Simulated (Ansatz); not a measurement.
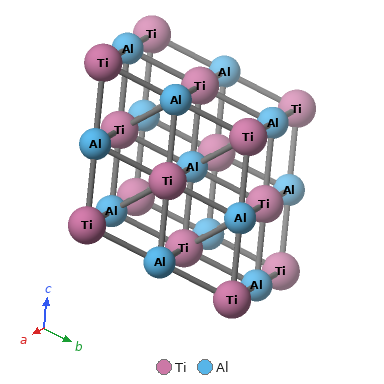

System: TiAl, space group Pm-3m (No. 221). The picture shows the cell.

Structure:
```yaml
crystal:
  lattice:
    - [-3.17135, 3.17135, 3.17135]
    - [3.17135, -3.17135, 3.17135]
    - [3.17135, 3.17135, -3.17135]
  atoms:
    - { symbol: Ti, position: [0.50000, 0.00000, 0.50000] }
    - { symbol: Ti, position: [0.00000, 0.50000, 0.50000] }
    - { symbol: Ti, position: [0.00000, 0.00000, 0.00000] }
    - { symbol: Ti, position: [0.50000, 0.50000, 0.00000] }
    - { symbol: Al, position: [0.50000, 0.50000, 0.50000] }
    - { symbol: Al, position: [0.00000, 0.00000, 0.50000] }
    - { symbol: Al, position: [0.00000, 0.50000, 0.00000] }
    - { symbol: Al, position: [0.50000, 0.00000, 0.00000] }
```

Computed with Ansatz 0.2.0: one atom of a crystal moved along a line, all else fixed, by plane-wave density functional theory with PAW datasets, free energies less that of the undisturbed cell, pressure positive in compression; scalar-relativistic. Level: r2SCAN, no spin polarisation.

- wave cutoff: 500 eV
- k mesh: 14×14×14
- occupations: Gaussian
- smearing width: 0.15 eV
- k shift: (0, 0, 0) (mesh steps)
- start: relaxed
- moved atom: 5
- direction: (0, 0, 1) (Cartesian unit vector)

The points at displacement −0.3, 0.15 and 0.45 follow from computed ones by symmetry.

Describe the result: the energy change, force along the direction (sum over moved atoms) and pressure against displacement. The displacement takes the values −0.450, −0.300, −0.150, 0.000, 0.150, 0.300, 0.375, 0.450 Å.

The energy rises on both sides of the starting structure, which is therefore a minimum along this path. The energy change is 0.6998 eV/cell at displacement −0.450 Å and 0.6998 eV/cell at 0.450 Å; the lowest computed point is at displacement 0.000 Å (0.0000 eV/cell). The force along the direction (sum over moved atoms) falls from 2.99 eV/Å at displacement −0.450 Å to −2.99 eV/Å at 0.450 Å, and changes sign near 0.00 Å. The pressure goes from 2.369 GPa at displacement −0.450 Å to 2.369 GPa at 0.450 Å, not monotonically, with a low of 0.055 GPa at 0.000 Å. The harmonic force constant k (E = k x²/2 near the start) is 7.33 eV/Å².

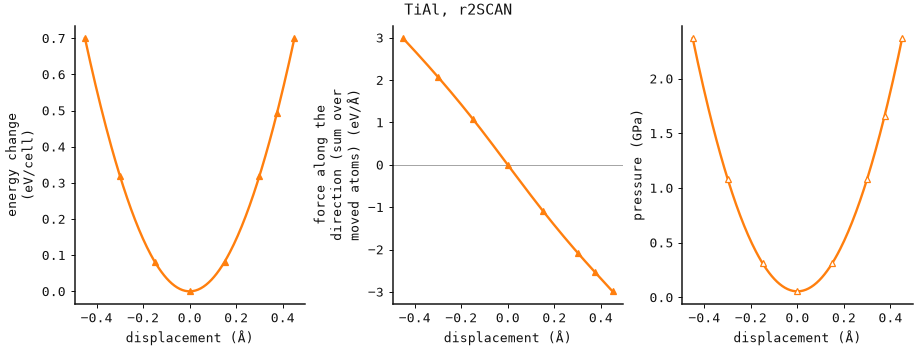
